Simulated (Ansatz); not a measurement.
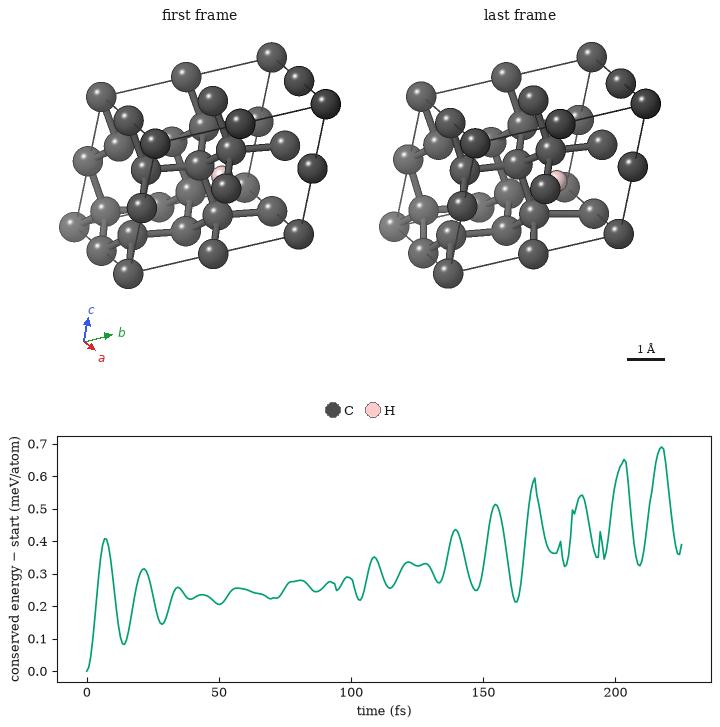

A Born-Oppenheimer molecular dynamics run of C with an interstitial H (17 atoms in the cell), 225 fs long. The picture is a ball-and-stick view of the reduced simulation cell, seen slightly off an axis. Bonds to atoms that aren't drawn are left out. Lengths and directions refer to the drawn axes.

All numbers below come from DFT LDA, scalar-relativistic, plane waves, PAW in Ansatz. Run with plane-wave cutoff 420 eV; k-point mesh 2 × 2 × 2; Fermi-Dirac smearing 0.02 eV; spin collinear; Nosé-Hoover thermostat (NVT); set temperature 600 K; time step 0.75 fs; thermostat time 100.0 fs.

Input file:
```yaml
crystal:
  lattice:
    - [0.0, 3.57, 3.57]
    - [3.57, 0.0, 3.57]
    - [3.57, 3.57, 0.0]
  atoms:
    - { symbol: C, position: [0.00093022, -0.0075158, 0.00026826] }
    - { symbol: C, position: [0.12874906, 0.11484369, 0.12809374] }
    - { symbol: C, position: [0.00092643, -0.00751214, 0.50609778] }
    - { symbol: C, position: [0.1276131, 0.11498466, 0.62859103] }
    - { symbol: C, position: [0.00384739, 0.48956502, 0.00318155], spin: 0.07 }
    - { symbol: C, position: [0.12875816, 0.61447819, 0.12809567] }
    - { symbol: C, position: [0.0009467, 0.4866644, 0.50608315] }
    - { symbol: C, position: [0.12875863, 0.61448133, 0.62844185] }
    - { symbol: C, position: [0.5067527, -0.00752054, 0.0002722] }
    - { symbol: C, position: [0.62925339, 0.11497952, 0.1269507] }
    - { symbol: C, position: [0.50384509, -0.01043587, 0.50318429] }
    - { symbol: C, position: [0.62925113, 0.11498118, 0.62859395] }
    - { symbol: C, position: [0.50674948, 0.48665935, 0.00028147] }
    - { symbol: C, position: [0.62910962, 0.6144744, 0.12809697] }
    - { symbol: C, position: [0.50674876, 0.48666027, 0.50608638] }
    - { symbol: C, position: [0.62925851, 0.61333776, 0.62858946] }
    - { symbol: H, position: [0.25377292, 0.73977637, 0.25311515], spin: 0.26 }
magnetization:
  spin_polarized: true
basis:
  ecutwfc: 420.0
kpoints:
  mp_grid: { grid: [2, 2, 2] }
hamiltonian:
  xc: lda
scf:
  occupations: { method: fermi_dirac, width: 0.02 }
  lower_state_search: "off"
md:
  timestep: 0.75
  n_steps: 300
  ensemble: nvt_nose_hoover
  temperature: 600.0
  initial_velocities: maxwell_boltzmann
  seed: 184944
  nose_hoover: { tau: 100.0, chain_length: 1 }
```

Launched with:
```bash
ansatz run input.yaml --threads 1 --pin off --max-ram 3072MiB --backend cpu --events-out ev --progress --plain --runs-dir out
```

Q: How well is the energy conserved, and can the run be trusted?

A: The conserved quantity stays between 0 and 0.69 meV per atom of its start. A straight-line fit has a slope that amounts to +0.33 meV per atom over 225 fs (0.6 % of the mean kinetic energy), and the ripple about it is 0.4 % of the kinetic energy's fluctuation. With a drift under 2 % and a ripple under 7 %, the integration is accurate. The mean temperature in the second half is 563 K (standard deviation 167 K). The potential energy is still drifting at the end, so the run hasn't reached equilibrium. The potential energy in the second half lies on average 70.4 meV per atom above the first frame.

Limits of the set-up: the k-point mesh is coarse for a cell with partly filled bands; the periodic images lie only 5.0 Å apart, so the values are limited by the cell's size.
